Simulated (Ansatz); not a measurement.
## TaN: single-point calculation (part 3 of 3)

Continued. System: TaN (P6₃mc, 4 atoms in the cell). Method: DFT LDA+U+J, spin-orbit coupling, plane waves, PAW, U = 7 eV, J = 0.9 eV on Ta atom 1 d; U = 7 eV, J = 0.9 eV on Ta atom 2 d (Ansatz 0.2.0); cutoff 420 eV, 7×7×4 k-mesh, Gaussian smearing of 0.05 eV. The structure derives from an entry of the Crystallography Open Database. It belongs to a series of runs on one base structure; here: random orbitals: random, high filling.

Geometry of the input (Å; fractional positions):
```
3.0500  0.0000  0.0000
-1.5250  2.6414  0.0000
0.0000  0.0000  4.9400
Ta 0.3333  0.6667  0.0000
Ta 0.6667  0.3333  0.5000
N  0.3333  0.6667  0.3850
N  0.6667  0.3333  0.8850
```

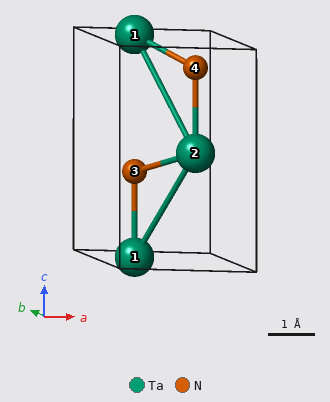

Fig. 1: The input geometry (ball-and-stick view of the cell of the calculation, seen slightly off an axis; atoms are numbered from 1 in the order of the input).

The program's output, continued
```
--- DFT+U+J on-site energies (Liechtenstein; fll double counting; per corrected site; eV) ---
  site 0 (l=d): U=7.0000  J=0.9000  Tr N=3.9915  E_int=47.158515  E_dc=40.001086  E_U=7.157429
  site 1 (l=d): U=7.0000  J=0.9000  Tr N=3.9915  E_int=47.158626  E_dc=40.001195  E_U=7.157431
--- Hubbard shell moments (per corrected site; Tr N, ν in electrons; μ in μ_B) ---
  shell 0: Tr N=3.9915  μ_S=(+0.0511, +0.0885, +0.0001)  μ_L=(+0.0004, +0.0007, -0.0000)  μ=(+0.0515, +0.0892, +0.0000)  ν=0.0912 along (+0.029, -0.012, +1.000)
  shell 1: Tr N=3.9915  μ_S=(+0.0511, +0.0885, +0.0001)  μ_L=(+0.0004, +0.0007, -0.0000)  μ=(+0.0515, +0.0892, +0.0000)  ν=0.0912 along (-0.025, +0.019, +1.000)
--- Specified on-site occupations, and those of the state reported ---
  electrons in the specified blocks: 4.2000 specified, 7.9830 found
  site 0 (l=d): largest change of an orbital's occupation 0.5951; electrons 2.1000 specified, 3.9915 found; spectral distance 1.2530
  site 1 (l=d): largest change of an orbital's occupation 0.5672; electrons 2.1000 specified, 3.9915 found; spectral distance 1.2530
--- Forces (eV/Å), atoms counted from 1 ---
  atom   1  Ta    -0.00081701     0.00048343     2.23252769
  atom   2  Ta     0.00081496    -0.00048737     2.23254573
  atom   3  N     -0.00867586     0.00500366    -2.23254266
  atom   4  N      0.00867796    -0.00499976    -2.23253225
  max |Σ_I F_I| component: 1.49e-6 eV/Å
--- Stress (GPa, compression-positive) ---
      129.880114      -0.038438      -0.000036
       -0.038442     129.835875      -0.000052
       -0.000033      -0.000046     112.228032
  P = ⅓ Tr σ = 123.9813 GPa (1239.813 kbar)
--- Band table (eV; the first three rows and the last of 196) ---
  k-point 0: bands = ["-45.9655", "-45.9320", "-45.8573", "-45.8225", "-19.1951", "-19.1734", "-18.8482", "-18.8286", "-11.2822", "-11.2467", "-10.3440", "-10.3434", "-10.1135", "-10.1109", "-10.0843", "-10.0505", "3.4419", "3.4575", "5.1877", "5.2123", "13.6796", "13.6834", "13.8117", "13.8246", "14.1006", "14.1434", "14.5464", "14.5635", "14.7275", "14.7283", "15.1901", "15.2106", "22.1649", "22.1702", "22.1998", "22.2945", "22.5828", "22.6595", "24.4497", "24.5339", "25.4070", "25.5844", "26.0246", "26.0355"]
  k-point 1: bands = ["-45.9510", "-45.9175", "-45.8735", "-45.8389", "-19.1435", "-19.1221", "-18.8982", "-18.8782", "-11.1300", "-11.0942", "-10.3099", "-10.3093", "-10.2915", "-10.2551", "-10.1418", "-10.1416", "3.8246", "3.8398", "5.0792", "5.1011", "13.6756", "13.7159", "13.7895", "13.7927", "13.9549", "13.9732", "14.0766", "14.1074", "14.5221", "14.5233", "14.7572", "14.7735", "22.7152", "22.8495", "22.9628", "22.9923", "23.1494", "23.2174", "24.8433", "24.9512", "25.4224", "25.5594", "25.9202", "25.9227"]
  k-point 2: bands = ["-45.9130", "-45.9130", "-45.8790", "-45.8790", "-19.0200", "-19.0200", "-18.9993", "-18.9993", "-10.7343", "-10.7343", "-10.6981", "-10.6981", "-10.2266", "-10.2266", "-10.2260", "-10.2260", "4.5940", "4.5940", "4.6107", "4.6107", "13.4293", "13.4293", "13.4723", "13.4723", "14.1097", "14.1097", "14.1120", "14.1120", "14.2655", "14.2655", "14.2808", "14.2808", "24.0510", "24.0510", "24.2060", "24.2060", "24.3911", "24.3911", "24.4256", "24.4256", "24.6017", "24.6017", "24.6468", "24.6468"]
  k-point 195: bands = ["-45.9071", "-45.8728", "-45.8547", "-45.8204", "-19.2364", "-19.1629", "-19.0383", "-19.0196", "-11.3051", "-11.0473", "-10.7665", "-10.7465", "-10.6371", "-10.5862", "-10.3065", "-10.2636", "4.8513", "4.8737", "5.5551", "6.0376", "13.0528", "13.0993", "13.6443", "13.7224", "14.4175", "14.5251", "14.6521", "14.6857", "15.1620", "15.4619", "15.8160", "15.8493", "21.1068", "21.3627", "21.7440", "22.1673", "24.0674", "24.2919", "24.4376", "24.5436", "25.3128", "25.4652", "25.8981", "26.2650"]
Occupation matrices written to [file]
--- Löwdin populations: 4 sites ---
  site symbol       q [e]
     0     Ta     12.3326
     1     Ta     12.3326
     2      N      5.5518
     3      N      5.5518
  spilling = 0.006420 (of n_electrons = 36.000000)
--- Occupation matrices: 2 shells (run DFT+U table (all-electron-ortho-atomic); ε = 7.99e-4) ---
  Ta0 d_5D: site group C3v (3m)
  Ta0 d_5D spinor Tr n = 3.9915  λ = 0.291 0.300 0.330 0.343 0.424 0.434 0.457 0.465 0.473 0.473  [xz 0.49 (E 0.95) E1/2(0.58) | yz 0.51 (E 0.95) E3/2(0.72) | yz 0.50 (E 0.91) E3/2(0.58) | xz 0.40 (E 0.89) E1/2(0.72) | z2 0.79 (T2 0.98) E1/2(0.99) | z2 0.76 (T2 0.99) E1/2(0.99) | yz 0.24 (T2 0.96) E1/2(0.98) | xz 0.26 (T2 0.94) E1/2(0.85) | 2× x2-y2 0.40 (T2 0.92) E3/2(0.91)]
  specified occupation → Ta0 d_5D spinor: matrix, ‖Δ‖_F = 1.3551, Tr Δ = -1.8915, displaced = 2.0864, d_λ = 1.2530; orbital distance = 1.7917
  Ta1 d_5D: site group C3v (3m)
  Ta1 d_5D spinor Tr n = 3.9915  λ = 0.291 0.300 0.330 0.343 0.424 0.434 0.457 0.465 0.473 0.473  [xz 0.49 (E 0.95) E1/2(0.58) | yz 0.51 (E 0.95) E3/2(0.72) | yz 0.50 (E 0.91) E3/2(0.58) | xz 0.40 (E 0.89) E1/2(0.72) | z2 0.79 (T2 0.98) E1/2(0.99) | z2 0.76 (T2 0.99) E1/2(0.99) | yz 0.24 (T2 0.96) E1/2(0.98) | xz 0.26 (T2 0.94) E1/2(0.85) | 2× x2-y2 0.40 (T2 0.92) E3/2(0.91)]
  specified occupation → Ta1 d_5D spinor: matrix, ‖Δ‖_F = 1.3159, Tr Δ = -1.8915, displaced = 2.0302, d_λ = 1.2530; orbital distance = 1.7536
  Tr n, λ and their labels are of the run-group-symmetrised matrices; stabiliser: 4 of 24 elements of G0×{1,Θ} (closed), max defect 9.4e-5 at τ = 1.7e-4
```

Summary

```json
{"quantity": "outcome", "value": "converged"}
{"quantity": "space group (tolerance 0.01 Å)", "value": "P6₃mc (186)"}
{"quantity": "electrons treated", "value": "36"}
{"quantity": "free energy", "value": "−20141.1588 eV"}
{"quantity": "Fermi energy", "value": "22.847 eV"}
{"quantity": "gap on the k-point mesh", "value": "none (metallic)"}
{"quantity": "net moment of the cell", "value": "0.19 μB"}
{"quantity": "integrated absolute moment", "value": "0.23 μB"}
{"quantity": "pressure", "value": "123.98 GPa"}
{"quantity": "largest force (length of the vector)", "value": "2.233 eV/Å"}
{"quantity": "hardware", "value": "4 threads of Intel Xeon (Sapphire Rapids), 16 GiB of memory available, shared host"}
{"quantity": "wall time", "value": "2.3 min (CPU time 9 min)"}
{"quantity": "peak memory", "value": "1.4 GiB"}
```

Remarks

Warnings of the run: the typed occupations were not kept; the SCF threshold is looser than advised for the printed stress; the occupation matrices lower the symmetry. The cell is under a pressure of 124 GPa at this level, so it is not at its equilibrium volume.
